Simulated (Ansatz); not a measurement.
```xyz
4
Lattice="3.2764 0.0000 0.0000 0.0000 3.4735 0.0000 0.0000 0.0000 6.1869" Properties=species:S:1:pos:R:3 pbc="T T T"
Si    1.6382    0.0000    1.9096
Si    0.0000    1.7367    5.0031
Si    0.0000    1.7367    1.1839
Si    1.6382    0.0000    4.2773
```

Space group Immm; a structure generated by program, which may or may not match a known phase.

All numbers below come from Ansatz 0.2.0, DFT PBE, scalar-relativistic, plane waves, PAW.

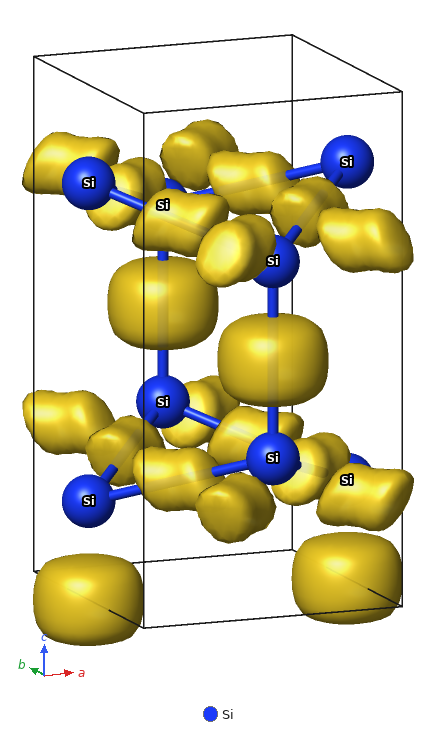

Si. Isosurface of the electron localisation function at 0.8 (yellow), seen slightly off an axis. Core shells and regions of very low density are left out. Sticks mark near contacts.

Describe the localisation domains.

Answer. The ELF exceeds this value in ten regions between bonded Si–Si atoms, counted in one cell of 4 atoms. Any copies at cell faces, edges or corners count once. Profiles from the grid: Si–Si (2.37 Å): the ELF peaks at about 0.95 between the atoms. Si–Si (2.50 Å): the ELF peaks at about 0.85 between the atoms.

Does the calculation make it a metal, or give it a gap?

Answer. It is metallic or semimetallic at this level of theory: no gap opens.
